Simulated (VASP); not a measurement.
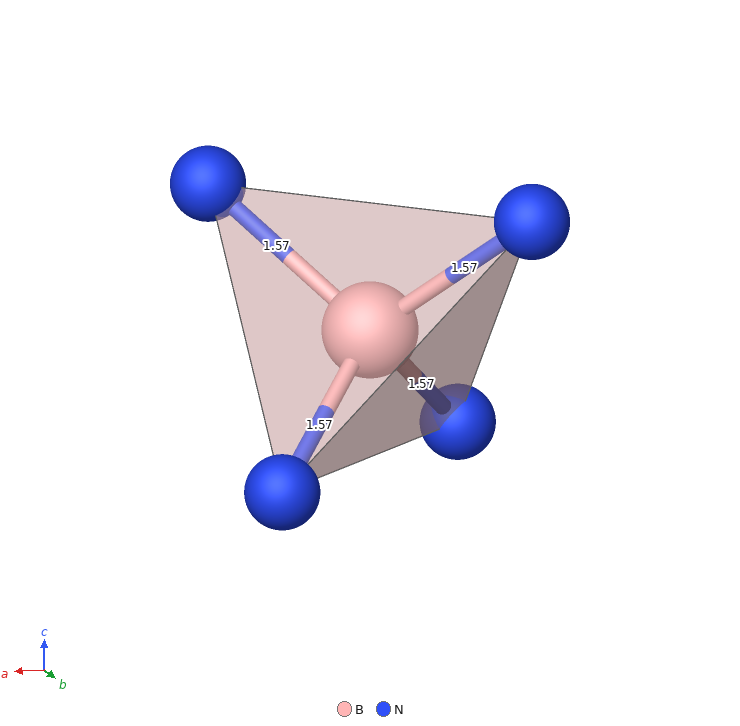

Coordination of B in BN (F-43m); bond lengths in Å. Continuous shape measures are computed against ideal polyhedra (0 is ideal; above about 3 the distortion is strong). Source: a cell listed in the Materials Project, as set up for an electronic-structure calculation.

### Name the coordination polyhedron and say how regular it is.

BN4: an essentially ideal tetrahedron (coordination number 4, S = 0.00; next best see-saw, S = 9.8).

### Does the central atom sit at the centroid of its ligands?

Yes, to within 0.01 Å; the site symmetry is -43m.
